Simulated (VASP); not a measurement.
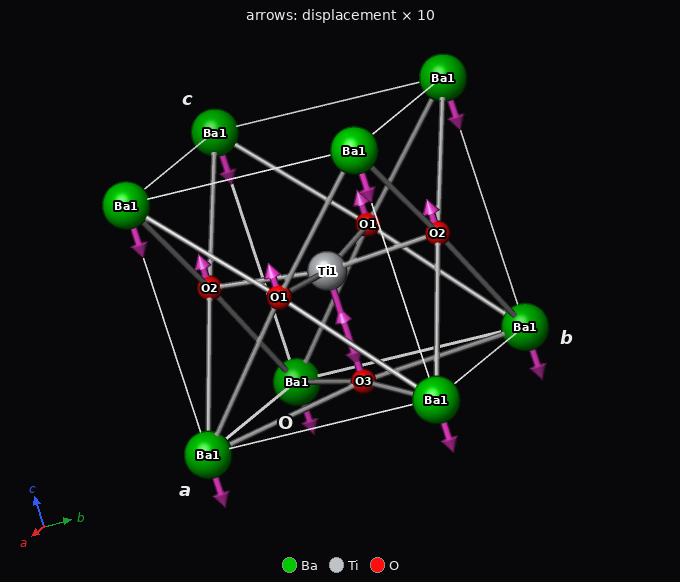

The structure has space group No. 99, P4mm, but lies close to a more symmetric one; the arrows, set on the atoms' surfaces, show each atom's displacement from its place in that idealised structure, magnified. Crystal: BaTiO₃, the end point of a relaxation with VASP Kohn-Sham DFT of a periodic cell, PBE with D3, VASP PAW PBE potentials, recommended in VASP 6.6.1. Symmetry computed with spglib at a tolerance of 0.002 Å; standard conventional cell.

```
Ba Ti O
1.0
     3.98926    0.00000    0.00000
     0.00000    3.98926    0.00000
     0.00000    0.00000    4.13566
Ba Ti O
1 1 3
Direct
  0.00000 0.00000 0.99557
  0.50000 0.50000 0.47698
  0.00000 0.50000 0.51816
  0.50000 0.00000 0.51816
  0.50000 0.50000 0.03412
```

Question: Which is the most symmetric group that a search with looser tolerances finds (in steps up to 1 Å, at an angle tolerance of 8°, moving no atom by more than 0.6 Å)?

Answer: Pm-3m (No. 221), cubic, found at a tolerance of 0.40 Å. The actual group is a subgroup of index 6: the point group loses a factor 6 (m-3m to 4mm), and all translations are kept.

Question: How large is the distortion?

Answer: Largest displacements (atoms of each element counted in list order): Ti1 0.13 Å, O3 0.11 Å, Ba1 0.05 Å, O1 0.04 Å; root mean square 0.08 Å; the largest principal strain of the cell against the idealised metric is 2.4 %.
